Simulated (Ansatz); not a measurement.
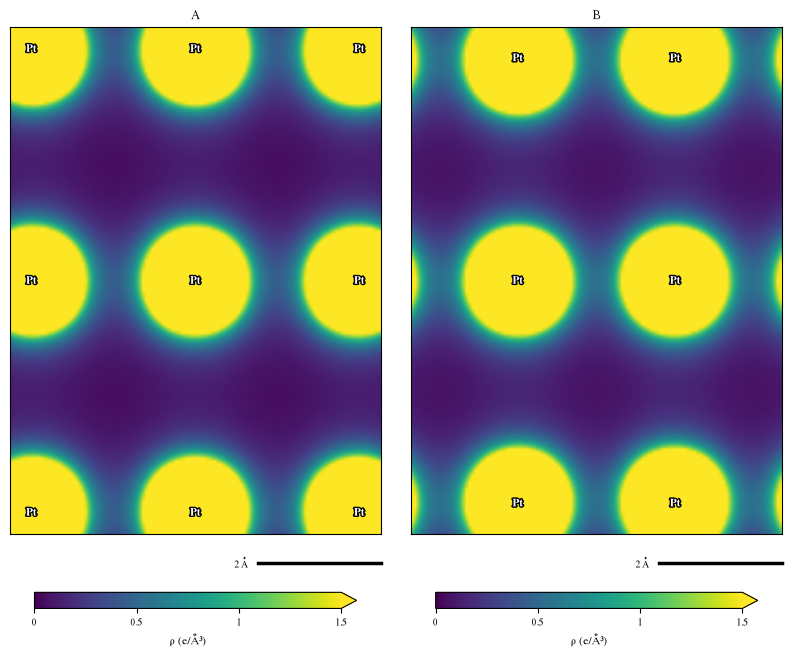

Pt. The valence charge density (pseudo) of two cells that differ in size, on the (101) plane of each (indices in the axes of the calculation cell), at one length scale and on one colour scale: A has 18.8 Å³ an atom and B 16.6.

Theory: DFT, PBE, plane waves (420 eV) with PAW, scalar-relativistic in Ansatz.

The density is the valence pseudo-density of a PAW calculation; it isn't the true density close to the nuclei.

The larger cell:

```
Pt
1.0
     2.65914    0.00000    0.00000
     0.00000    2.65914    0.00000
     0.00000    0.00000    2.65914
Pt
1
Direct
  0.00000 0.00000 0.00000
```

The smaller cell: a = 2.553 Å, b = 2.553 Å, c = 2.553 Å, α = 90.00°, β = 90.00°, γ = 90.00°.

Question: What changes from the larger cell to the smaller?

Answer: From the larger cell to the smaller, Pt–Pt goes from 2.66 to 2.55 Å, and the density at its midpoint from 0.45 to 0.56 e/Å³; the pressure goes from −7 to 19 GPa.
